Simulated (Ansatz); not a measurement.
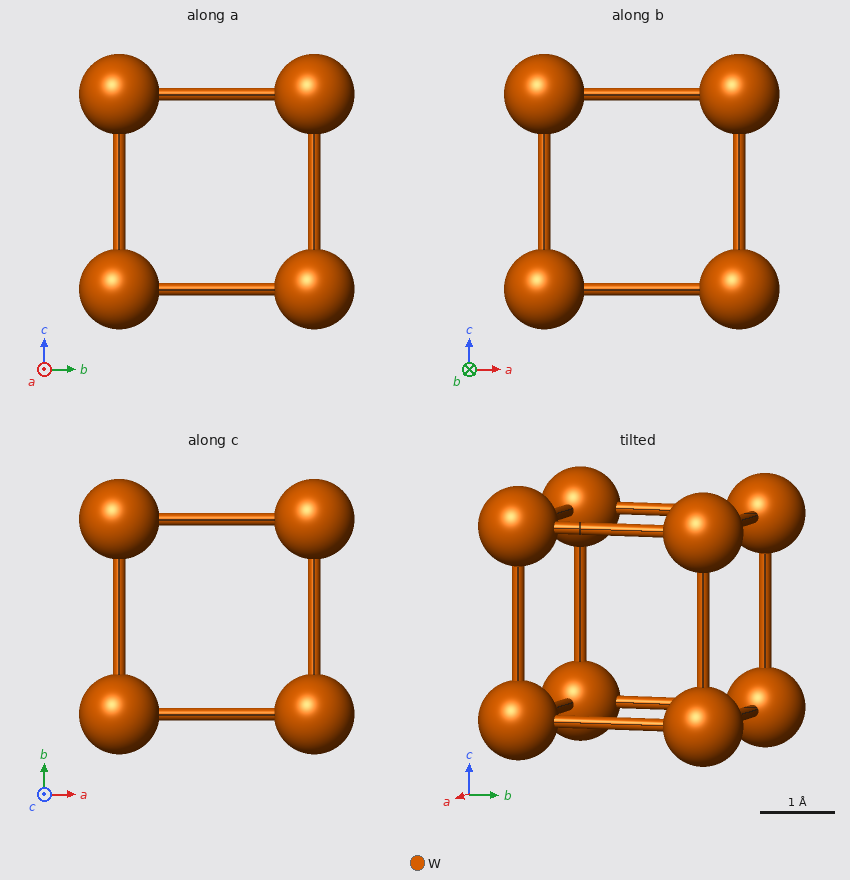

An orthographic ball-and-stick view of the structure, along the a axis, along the b axis, along the c axis and slightly off an axis. The lines enclose the conventional unit cell; boundary atoms appear with their images.

Lattice parameters: a = 2.6374 Å, b = 2.6374 Å, c = 2.6374 Å, α = 90.000°, β = 90.000°, γ = 90.000°.

Q: Write down what is shown as a CIF with its space group and independent sites.

A:
```cif
data_structure
_symmetry_space_group_name_H-M 'P m -3 m'
_symmetry_Int_Tables_number 221
_cell_length_a 2.6374
_cell_length_b 2.6374
_cell_length_c 2.6374
_cell_angle_alpha 90.000
_cell_angle_beta 90.000
_cell_angle_gamma 90.000
_cell_volume 18.34
loop_
_atom_site_label
_atom_site_type_symbol
_atom_site_symmetry_multiplicity
_atom_site_Wyckoff_symbol
_atom_site_fract_x
_atom_site_fract_y
_atom_site_fract_z
_atom_site_occupancy
W1 W 1 a 0.0000 0.0000 0.0000 1
```

Its origin is a structure type filled with this element by a generator (whether the element takes this form wasn't checked). What is shown is the relaxed result from DFT PBE, scalar-relativistic, plane waves, PAW (Ansatz).
